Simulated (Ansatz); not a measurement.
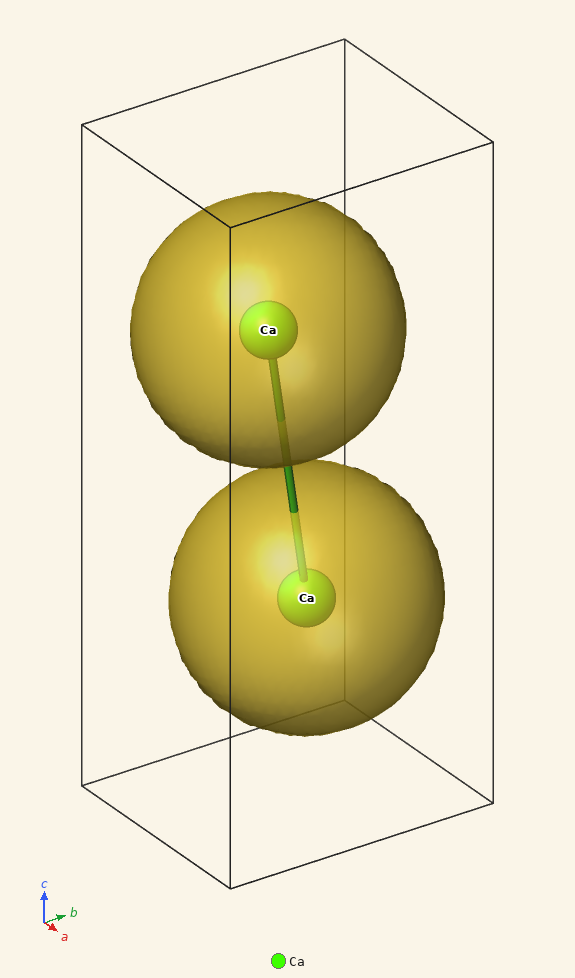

The picture shows: Ca. Isosurface of the valence pseudo-density at 0.1 e/Å³ (yellow), seen slightly off an axis. Sticks mark near contacts.

Space group P6₃/mmc.

Level of theory: DFT PBEsol, scalar-relativistic, plane waves, PAW (Ansatz 0.2.0).

In a PAW calculation such maps are meaningful between the atoms, not at the nuclei.

```
Ca
1.0
     3.85366    0.00000    0.00000
    -1.92683    3.33736    0.00000
     0.00000    0.00000    6.34019
Ca
2
Cartesian
  0.0000 2.2249 1.5850
  1.9268 1.1124 4.7551
```

What does this surface tell about the bonding?

At this value the density breaks into separate islands; it holds about 80 % of the electrons treated as valence (semicore included). It bridges none of the near contacts. It is pinched off along the sampled Ca–Ca (3.85 Å) contacts. On the grid the lowest density along these lines, outside the cores, is 0.05 e/Å³ (Ca–Ca, 3.85 Å).

Metal or insulator at this level of theory?

It is metallic or semimetallic at this level of theory: no gap opens.
